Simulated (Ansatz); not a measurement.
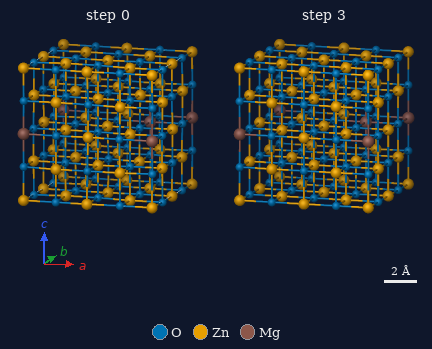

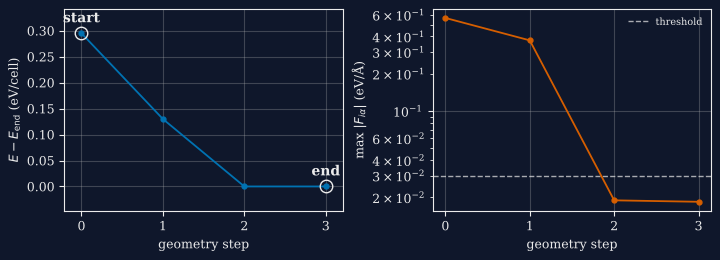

First and last geometry of a relaxation of a crystal of O$_{32}$Zn$_{30}$Mg$_{2}$ (a generated structure, set up in P1), with the history of the run. The picture is a ball-and-stick view of the cell of the calculation, seen slightly off an axis.

These are results of DFT, PBEsol, PAW, plane waves (Ansatz 0.2.0), not measurements. Set-up: plane-wave cutoff 420 eV; k-point mesh 1 × 1 × 1; mesh shifted by (0.25, 0.25, 0.25); no spin polarisation; cell relaxed at fixed shape; force threshold 0.03 eV/Å; at most 80 steps.

Question: What do the curves and the structures tell?

Answer: It converged. A Zn atom moves most: 0.067 Å roughly along [2 1 0]. By element the largest moves are Zn 0.067 Å, O 0.064 Å, Mg 0.025 Å. The cell doesn't change. Some distances before and after: O–Zn 2.038 → 2.131 Å, O–Zn 2.202 → 2.133 Å, O–Zn 2.066 → 2.132 Å, O–Zn 2.083 → 2.146 Å. Bond angles that change, for instance: O–Zn–O 175.5° → 179.9°, Zn–O–Zn 176.0° → 179.9°, O–Zn–O 93.6° → 90.0°. The space group (tolerance 0.01 Å) goes from P1 (No. 1) to Cmmm (No. 65). After 3 geometry steps the energy has fallen by 0.295 eV per cell of the calculation. The largest force component goes from 0.57 to 0.018 eV/Å. Pressure: 0.30 GPa at the start and 0.00 GPa at the end. Cost: 40 s on 7 threads of Arm Neoverse-V2, peak memory 1.7 GiB.
